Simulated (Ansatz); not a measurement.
## Run report: C8H, geometry relaxation (part 1 of 3)

The run: geometry relaxation of C8H (slab, 9 atoms in the cell). Method and program: DFT PBE+D3(BJ), scalar-relativistic, plane waves, PAW, no spin polarisation (Ansatz 0.2.0).

The structure derives from a Materials Project entry. The input holds or restrains some coordinates. Forces given for the steps count only the free coordinates. It belongs to a series of runs on one base structure; here: H put at a top C site.

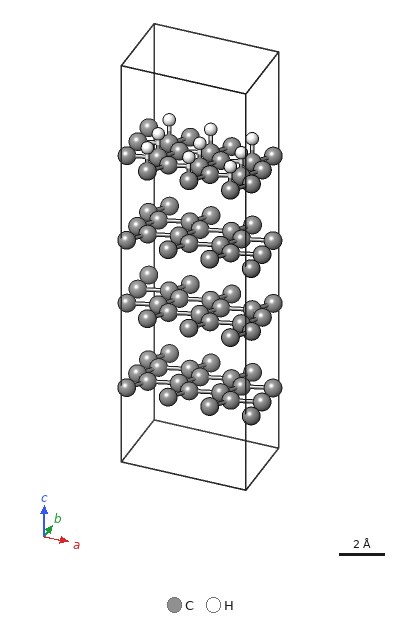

Fig. 1: The input geometry (ball-and-stick view of the 3 × 3 repeat of the cell, with the vacuum cut short, seen slightly off an axis). An atom can appear more than once, as a periodic image. Near neighbours in the periodic cell (some may lie outside the picture): C has 3 C at 1.42 Å; C has 3 C at 1.42 Å and 1 H at 1.08 Å; H has 1 C at 1.08 Å.

## The input
```yaml
crystal:
  lattice:
    - [2.4655379958, 0.0, 0.0]
    - [-1.2327689979, 2.1341461202, 0.0]
    - [0.0, 0.0, 29.1985170553]
  atoms:
    - { symbol: C, position: [0.0833101793, 0.1666203587, 0.2911106747] }
    - { symbol: C, position: [0.4166898206, 0.8333796413, 0.2911106747] }
    - { symbol: C, position: [0.5833101794, 0.1666203587, 0.4075389574] }
    - { symbol: C, position: [0.9166898206, 0.8333796413, 0.4075389574] }
    - { symbol: C, position: [0.0833101793, 0.1666203587, 0.5239644132] }
    - { symbol: C, position: [0.4166898206, 0.8333796413, 0.5239644132] }
    - { symbol: C, position: [0.5833101794, 0.1666203587, 0.640392696] }
    - { symbol: C, position: [0.9166898206, 0.8333796413, 0.640392696] }
    - { symbol: H, position: [0.5833101794, 0.1666203587, 0.6773808758] }
basis:
  ecutwfc: 420
kpoints:
  mp_grid: { grid: [12, 12, 1] }
hamiltonian:
  xc: pbe
  dispersion: d3bj
scf:
  occupations: { method: gaussian, width: 0.1 }
output:
  forces: true
  eigenvalues: true
  write_density: true
  write_potential: true
  elf: true
  volumetric_format: npy
relax:
  adjacent_minimum: "off"
  f_tol: 0.03
  max_steps: 70
  constraints: [{ sites: [0, 1, 2, 3] }]
efield:
  axis: 3
  dipole_correction: true
  ramp_width: 0.04
```

Run on 2 threads of Intel Xeon @ 2.50GHz (Skylake/Cascade Lake), 189 GiB of memory available, shared host.

Launch command:
```bash
ansatz run input.yaml --threads 2 --pin off --max-ram 5120MiB --backend cpu --events-out ev --progress --plain --runs-dir out
```

## The program's output
```
Engine: ansatz 0.2.0, x86_64-unknown-linux-gnu
Pseudopotentials: kind: paw
Pseudopotential: C, paw, valence charge 4, recommended cutoff 420 eV (normal), C.paw.azcp
Pseudopotential: H, paw, valence charge 1, recommended cutoff 420 eV (normal), H.paw.azcp
Functional definition: PBE
  parameter kappa = 0.804
  parameter beta = 0.06672455060314922
  exchange = pbe_x(kappa = kappa, mu = beta*pi^2/3)
  correlation = pbe_c(beta = beta)
Crystal: 9 atoms, lattice volume = 153.637 Å³
Basis set: ecut = 420 eV, 2887 PW (Γ), exchange–correlation on 36×36×400 points (8 copies of the dense FFT grid, shifted against one another)
Bands: 26, of which v1, the nominal top of the filled ones, is band 17 counted from 1 (16 counted from 0)
Symmetry: 2 space group operations
Space group: Cm (ITA 8), of the structure as read, at distance tolerance 5.4e-5 Å
k-points: 43 of 144 (time reversal used)
Non-local potential: C, projectors of the file, l = 0: 2, l = 1: 2, l = 2: 1
Non-local potential: H, projectors of the file, l = 0: 2, l = 1: 1
PAW form: soft (Blöchl's): semilocal exchange-correlation on the pseudo side does not see the compensation charge
PAW one-centre angular grid: C, 110 points (default); XC on 64 Gauss nodes
PAW one-centre angular grid: H, 110 points (default); XC on 64 Gauss nodes
Initial density: superposition of atomic densities (neutral atoms: chi_scale 0, normalization atom), corrected by the library's trained network
Initial wavefunctions: pseudopotential atomic-orbital guess
Functional: x = pbe(κ = 0.804, μ = 0.2195149727645171), c = pbe(β = 0.06672455060314922)
SCF iter   1: F=—  HF=-2022.020955 eV  |F-HF|=—  |Δ(HF+E_count)|=         —  Δρ=7.79e-3  dr2=3.70e-1  ethr=1.77e-3  p=0.015 e·Å  D=1.78e-2 V/Å  ΔV_dip=-0.52 eV  dr2_dipole=1.53e-1  V_vac-E_F(+/−)=3.68/4.20 eV  ⟨swp⟩=7.6  Hψ=6385  notcnv=0  defer=14
efield: sawtooth ramp at fractional position 0.9642 (placed from the atoms, in the widest stretch of the axis that holds none; the zero of the levels goes with the place), width 0.0400; the density the first Hamiltonian is built on has a dipole p = 0.015 e·Å; the dipole correction subtracts the counter field D = 1.78e-2 V/Å, which shifts the + side's vacuum level by -0.52 eV against the − side's; the planar-averaged density in the ramp window peaks in size at 8.1e-6 e/Å³
preconditioner: auto → LDOS  [insulator: Δε(μ)=0.128 eV  Ē_g=15.429 eV  σ=0.100 eV  W_gap=0.56  n_scr=18 (ndim 8)  ℏωp=17.2 eV  f_vac=0.508  D(μ)=1.11/eV (n_scr^D=10)  ε∞_Penn≈2.2  β→1.0]
SCF iter   2: F=—  HF=-2022.022196 eV  |F-HF|=—  |Δ(HF+E_count)|=   1.24e-3  Δρ=4.71e-3  dr2=3.33e-1  ethr=1.12e-3  p=0.066 e·Å  D=7.72e-2 V/Å  ΔV_dip=-2.25 eV  dr2_dipole=1.66e-1  V_vac-E_F(+/−)=3.02/5.27 eV  ⟨swp⟩=2.8  Hψ=2210  notcnv=0  defer=148
SCF iter   3: F=—  HF=-2021.984123 eV  |F-HF|=—  |Δ(HF+E_count)|=   3.81e-2  Δρ=1.95e-3  dr2=9.99e-2  ethr=1.01e-3  p=0.031 e·Å  D=3.67e-2 V/Å  ΔV_dip=-1.07 eV  dr2_dipole=6.26e-2  V_vac-E_F(+/−)=3.05/4.12 eV  ⟨swp⟩=2.1  Hψ=1665  notcnv=0  defer=135
SCF iter   4: F=—  HF=-2021.979750 eV  |F-HF|=—  |Δ(HF+E_count)|=   4.37e-3  Δρ=1.29e-3  dr2=1.13e-2  ethr=3.03e-4  p=0.039 e·Å  D=4.60e-2 V/Å  ΔV_dip=-1.34 eV  dr2_dipole=1.43e-3  V_vac-E_F(+/−)=3.00/4.34 eV  ⟨swp⟩=1.5  Hψ=1552  notcnv=0  defer=130
SCF iter   5: F=—  HF=-2021.979542 eV  |F-HF|=—  |Δ(HF+E_count)|=   2.08e-4  Δρ=7.86e-4  dr2=7.32e-3  ethr=3.42e-5  p=0.036 e·Å  D=4.27e-2 V/Å  ΔV_dip=-1.25 eV  dr2_dipole=5.10e-3  V_vac-E_F(+/−)=2.98/4.22 eV  ⟨swp⟩=2.0  Hψ=1197  notcnv=0  defer=128
SCF iter   6: F=—  HF=-2021.979341 eV  |F-HF|=—  |Δ(HF+E_count)|=   2.01e-4  Δρ=5.67e-4  dr2=6.30e-3  ethr=2.22e-5  p=0.037 e·Å  D=4.37e-2 V/Å  ΔV_dip=-1.28 eV  dr2_dipole=4.56e-3  V_vac-E_F(+/−)=2.96/4.24 eV  ⟨swp⟩=1.0  Hψ=1005  notcnv=0  defer=128
SCF iter   7: F=—  HF=-2021.979099 eV  |F-HF|=—  |Δ(HF+E_count)|=   2.41e-4  Δρ=2.97e-4  dr2=2.57e-3  ethr=1.91e-5  p=0.038 e·Å  D=4.47e-2 V/Å  ΔV_dip=-1.31 eV  dr2_dipole=2.02e-3  V_vac-E_F(+/−)=2.94/4.24 eV  ⟨swp⟩=1.2  Hψ=969  notcnv=0  defer=128
SCF iter   8: F=—  HF=-2021.978954 eV  |F-HF|=—  |Δ(HF+E_count)|=   1.45e-4  Δρ=1.03e-4  dr2=1.73e-4  ethr=7.77e-6  p=0.040 e·Å  D=4.68e-2 V/Å  ΔV_dip=-1.37 eV  dr2_dipole=1.35e-4  V_vac-E_F(+/−)=2.91/4.28 eV  ⟨swp⟩=1.0  Hψ=979  notcnv=0  defer=128
SCF iter   9: F=-2021.978934 eV  HF=-2021.978936 eV  |F-HF|=2.37e-6  |Δ(HF+E_count)|=   1.82e-5  Δρ=4.81e-5  dr2=4.38e-6  ethr=6.82e-8  p=0.041 e·Å  D=4.79e-2 V/Å  ΔV_dip=-1.40 eV  dr2_dipole=1.92e-8  V_vac-E_F(+/−)=2.89/4.29 eV  ⟨swp⟩=22.2  Hψ=11377  notcnv=0
SCF 1 converged in 9 iterations: F = -2021.978934 eV  dr2 = 4.38e-6
  greatest PAW one-centre occupation: 0.680 electrons in one spin orbital (limit 2), on the C atom at site 6 (counted from 0), in its partial waves of l = 0
relax step   1: F+E_penalty+E_count = -2021.97893356 eV  Δ(F+E_penalty+E_count) = +0.000e0 eV  max|allowed force component| = 3.053e0 eV/Å  Δτ_max = 0.0000 Å  (9 SCF iters, dr2 threshold 2.25e-5 eV, accepted)
Initial density: handed on by an earlier stage of this run
Initial wavefunctions: those handed on with the density
iter 1 solved again at ethr=3.03e-3 eV; its pass at ethr=3.10e-3 eV (dr2=9.99e-1 eV) is discarded
SCF iter   1: F=—  HF=-2022.581739 eV  |F-HF|=—  |Δ(HF+E_count)|=         —  Δρ=2.52e-2  dr2=1.02e0  ethr=3.03e-3  p=0.041 e·Å  D=4.79e-2 V/Å  ΔV_dip=-1.40 eV  dr2_dipole=5.23e-2  V_vac-E_F(+/−)=3.05/4.45 eV  ⟨swp⟩=1.0  Hψ=5712  notcnv=0  defer=74
efield: sawtooth ramp at fractional position 0.9642 (handed on by an earlier solve), width 0.0400; the density the first Hamiltonian is built on has a dipole p = 0.041 e·Å; the dipole correction subtracts the counter field D = 4.79e-2 V/Å, which shifts the + side's vacuum level by -1.40 eV against the − side's; the planar-averaged density in the ramp window peaks in size at 3.1e-6 e/Å³
preconditioner: auto → LDOS  [metal: Δε(μ)=0.082 eV  Ē_g=15.249 eV  σ=0.100 eV  W_gap=0.44  n_scr=18 (ndim 8)  ℏωp=17.2 eV  f_vac=0.516  D(μ)=1.47/eV (n_scr^D=12)  β→1.0]
SCF iter   2: F=—  HF=-2022.500269 eV  |F-HF|=—  |Δ(HF+E_count)|=   8.15e-2  Δρ=1.31e-2  dr2=6.44e-1  ethr=3.03e-3  p=0.030 e·Å  D=3.58e-2 V/Å  ΔV_dip=-1.05 eV  dr2_dipole=1.63e-2  V_vac-E_F(+/−)=3.18/4.22 eV  ⟨swp⟩=3.0  Hψ=2092  notcnv=0  defer=77
SCF iter   3: F=—  HF=-2022.330064 eV  |F-HF|=—  |Δ(HF+E_count)|=   1.70e-1  Δρ=1.96e-3  dr2=1.74e-2  ethr=1.95e-3  p=0.032 e·Å  D=3.80e-2 V/Å  ΔV_dip=-1.11 eV  dr2_dipole=3.48e-3  V_vac-E_F(+/−)=3.18/4.29 eV  ⟨swp⟩=2.6  Hψ=2115  notcnv=0  defer=159
SCF iter   4: F=—  HF=-2022.328269 eV  |F-HF|=—  |Δ(HF+E_count)|=   1.79e-3  Δρ=6.70e-4  dr2=1.82e-3  ethr=5.29e-5  p=0.031 e·Å  D=3.60e-2 V/Å  ΔV_dip=-1.05 eV  dr2_dipole=6.89e-4  V_vac-E_F(+/−)=3.22/4.27 eV  ⟨swp⟩=2.0  Hψ=1598  notcnv=0  defer=166
SCF iter   5: F=—  HF=-2022.328252 eV  |F-HF|=—  |Δ(HF+E_count)|=   1.71e-5  Δρ=2.40e-4  dr2=7.11e-4  ethr=5.51e-6  p=0.030 e·Å  D=3.52e-2 V/Å  ΔV_dip=-1.03 eV  dr2_dipole=2.05e-4  V_vac-E_F(+/−)=3.26/4.29 eV  ⟨swp⟩=2.0  Hψ=1547  notcnv=0  defer=166
SCF iter   6: F=—  HF=-2022.328186 eV  |F-HF|=—  |Δ(HF+E_count)|=   6.62e-5  Δρ=1.31e-4  dr2=2.93e-4  ethr=2.15e-6  p=0.029 e·Å  D=3.36e-2 V/Å  ΔV_dip=-0.98 eV  dr2_dipole=7.10e-5  V_vac-E_F(+/−)=3.29/4.27 eV  ⟨swp⟩=2.0  Hψ=1168  notcnv=0  defer=166
SCF iter   7: F=-2022.328130 eV  HF=-2022.328162 eV  |F-HF|=3.25e-5  |Δ(HF+E_count)|=   2.40e-5  Δρ=5.79e-5  dr2=3.55e-5  ethr=3.03e-7  p=0.028 e·Å  D=3.29e-2 V/Å  ΔV_dip=-0.96 eV  dr2_dipole=8.20e-6  V_vac-E_F(+/−)=3.31/4.27 eV  ⟨swp⟩=21.3  Hψ=11550  notcnv=0
SCF 2 converged in 7 iterations: F = -2022.328130 eV  dr2 = 3.55e-5
  greatest PAW one-centre occupation: 0.675 electrons in one spin orbital (limit 2), on the C atom at site 6 (counted from 0), in its partial waves of l = 0
relax step   2: F+E_penalty+E_count = -2022.32812952 eV  Δ(F+E_penalty+E_count) = -3.492e-1 eV  max|allowed force component| = 2.137e0 eV/Å  Δτ_max = 0.1910 Å  (7 SCF iters, dr2 threshold 1.00e-4 eV, accepted)
[... from here on the SCF iterations and repeated set-up lines of each step are left out, up to the last step ...]
SCF 3 converged in 11 iterations: F = -2022.461096 eV  dr2 = 3.83e-5
relax step   3: F+E_penalty+E_count = -2022.46109586 eV  Δ(F+E_penalty+E_count) = -1.330e-1 eV  max|allowed force component| = 2.770e0 eV/Å  Δτ_max = 0.2000 Å  (11 SCF iters, dr2 threshold 1.00e-4 eV, accepted)
SCF 4 converged in 7 iterations: F = -2022.562044 eV  dr2 = 1.37e-5
relax step   4: F+E_penalty+E_count = -2022.56204450 eV  Δ(F+E_penalty+E_count) = -1.009e-1 eV  max|allowed force component| = 1.233e-1 eV/Å  Δτ_max = 0.1959 Å  (7 SCF iters, dr2 threshold 1.00e-4 eV, accepted)
SCF 5 converged in 10 iterations: F = -2022.565928 eV  dr2 = 4.51e-10
relax step   5: F+E_penalty+E_count = -2022.56592803 eV  Δ(F+E_penalty+E_count) = -3.884e-3 eV  max|allowed force component| = 7.258e-2 eV/Å  Δτ_max = 0.0305 Å  (10 SCF iters, dr2 threshold 9.50e-7 eV, accepted)
SCF 6 converged in 11 iterations: F = -2022.573650 eV  dr2 = 5.86e-10
relax step   6: F+E_penalty+E_count = -2022.57364979 eV  Δ(F+E_penalty+E_count) = -7.722e-3 eV  max|allowed force component| = 1.104e-1 eV/Å  Δτ_max = 0.1947 Å  (11 SCF iters, accepted)
SCF 7 converged in 9 iterations: F = -2022.577059 eV  dr2 = 6.73e-9
relax step   7: F+E_penalty+E_count = -2022.57705885 eV  Δ(F+E_penalty+E_count) = -3.409e-3 eV  max|allowed force component| = 3.917e-2 eV/Å  Δτ_max = 0.0645 Å  (9 SCF iters, dr2 threshold 4.22e-6 eV, accepted)
SCF 8 converged in 9 iterations: F = -2022.577367 eV  dr2 = 8.34e-10
relax step   8: F+E_penalty+E_count = -2022.57736683 eV  Δ(F+E_penalty+E_count) = -3.080e-4 eV  max|allowed force component| = 2.755e-3 eV/Å  Δτ_max = 0.0189 Å  (9 SCF iters, accepted)
SCF 9 converged in 10 iterations: F = -2022.577804 eV  dr2 = 1.81e-9
relax step   9: F+E_penalty+E_count = -2022.57780418 eV  Δ(F+E_penalty+E_count) = -4.374e-4 eV  max|allowed force component| = 4.105e-2 eV/Å  Δτ_max = 0.0761 Å  (10 SCF iters, accepted)
SCF 10 converged in 8 iterations: F = -2022.577868 eV  dr2 = 3.80e-10
relax step  10: F+E_penalty+E_count = -2022.57786756 eV  Δ(F+E_penalty+E_count) = -6.338e-5 eV  max|allowed force component| = 3.958e-2 eV/Å  Δτ_max = 0.0112 Å  (8 SCF iters, accepted)
SCF 11 converged in 8 iterations: F = -2022.578077 eV  dr2 = 4.06e-9
relax step  11: F+E_penalty+E_count = -2022.57807749 eV  Δ(F+E_penalty+E_count) = -2.099e-4 eV  max|allowed force component| = 3.109e-2 eV/Å  Δτ_max = 0.0586 Å  (8 SCF iters, dr2 threshold 1.46e-6 eV, accepted)
SCF 12 converged in 9 iterations: F = -2022.578267 eV  dr2 = 6.15e-10
relax step  12: F+E_penalty+E_count = -2022.57826713 eV  Δ(F+E_penalty+E_count) = -1.896e-4 eV  max|allowed force component| = 3.100e-2 eV/Å  Δτ_max = 0.0722 Å  (9 SCF iters, accepted)
SCF 13 converged in 9 iterations: F = -2022.578501 eV  dr2 = 7.55e-10
relax step  13: F+E_penalty+E_count = -2022.57850122 eV  Δ(F+E_penalty+E_count) = -2.341e-4 eV  max|allowed force component| = 5.066e-2 eV/Å  Δτ_max = 0.0940 Å  (9 SCF iters, accepted)
SCF 14 converged in 8 iterations: F = -2022.578619 eV  dr2 = 3.19e-9
relax step  14: F+E_penalty+E_count = -2022.57861922 eV  Δ(F+E_penalty+E_count) = -1.180e-4 eV  max|allowed force component| = 3.344e-2 eV/Å  Δτ_max = 0.0822 Å  (8 SCF iters, dr2 threshold 2.55e-6 eV, accepted)
```
